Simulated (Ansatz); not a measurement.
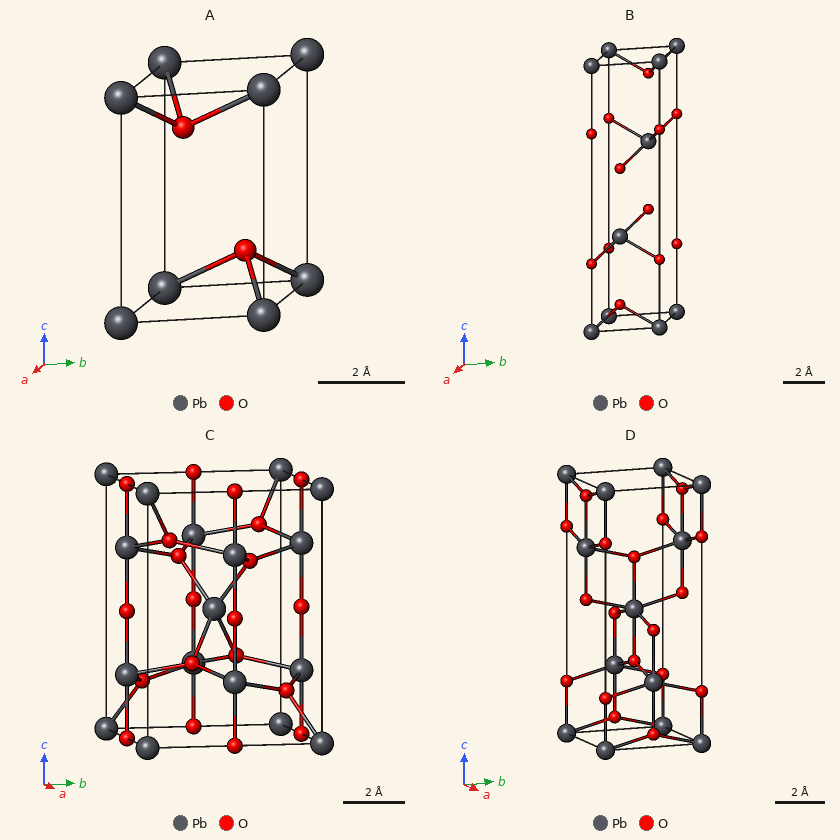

Four structures of PbO2, each relaxed to rest (conventional cells in solid outline, small ones repeated, each panel with its own scale). Method: DFT PBE, scalar-relativistic, plane waves, PAW (Ansatz 0.2.0), without spin polarisation.

Question: What are the structures shown?

Answer: A: cadmium iodide (CdI₂, 1T) type, P-3m1; B: 9 atoms a cell on a rhombohedral (trigonal R) lattice, R-3m; C: 18 atoms a cell on a body-centred tetragonal lattice, I-42m; D: anatase, I4_1/amd.

Question: Rank them by energy, lowest first.

Answer: D, then B (+35 meV/atom), A (+47 meV/atom) and C (+212 meV/atom), energies at zero smearing.

Question: Collect the results in a table.

Answer:
| panel | structure | E − E(lowest) (meV/atom) | volume (Å³/atom) | gap (eV) |
| --- | --- | --- | --- | --- |
| D | I4_1/amd | 0 | 16.8 | metal |
| B | R-3m | 35 | 15.2 | 0.13 |
| A | P-3m1 | 47 | 18.3 | 0.93 |
| C | I-42m | 212 | 16.4 | metal |

Some of these may be structure types tried for this composition rather than known phases, and the most stable form need not be among them. Gaps are taken on the k-mesh or band path of each run.
